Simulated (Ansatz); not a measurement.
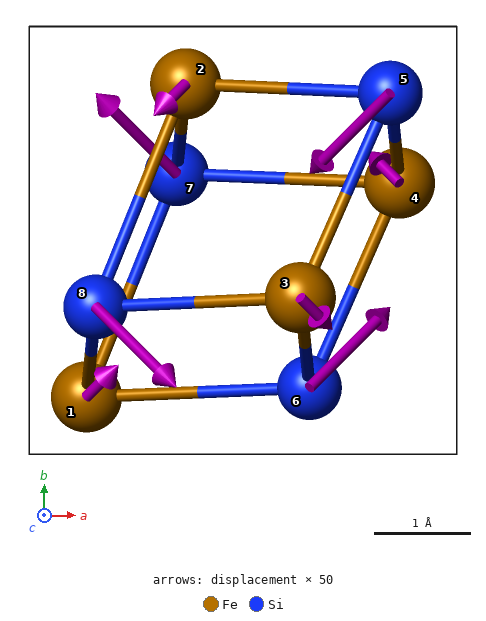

This is a relaxation of a crystal of FeSi (set up in P2_13). The starting structure is drawn; purple arrows show the displacements, magnified 50 times.

The picture is a ball-and-stick view of the cell of the calculation, seen along the c axis.

Level of theory: DFT, PBE, plane-wave PAW, default files, scalar-relativistic, frozen cores in Ansatz 0.2.0. (plane-wave cutoff 420 eV; k-point mesh 10 × 10 × 10; occupations fermi dirac; smearing width 0.05 eV; collinear spin; potentials kind: paw, frozen_core: stored; atoms relaxed in a fixed cell; force threshold 0.02 eV/Å; at most 60 steps)

> Atoms of which element are displaced furthest, and by how much?

Silicon: up to 0.029 Å, against 0.012 Å for iron.

> What did the optimiser do to the structure, and how much energy did it gain?

The energy falls by 35.9 meV per cell of the calculation in 2 accepted moves (3 points after the start). Largest force component: 0.3 eV/Å at the start, 0.0065 eV/Å at the end. 1 step only repeated the SCF at the same geometry. The largest moves, 0.029 Å, are those of Si5, Si6, Si7 and Si8. Si6 goes along [1 1 −1]. Largest moves by element: Si 0.029 Å, Fe 0.012 Å. The lattice vectors keep their values. Near-neighbour distances that change, for instance: Fe1–Si5 2.240 → 2.281 Å, Fe1–Si6 2.337 → 2.319 Å. The space group stays P2_13 (No. 198). The program noted that the starting moments weren't kept.
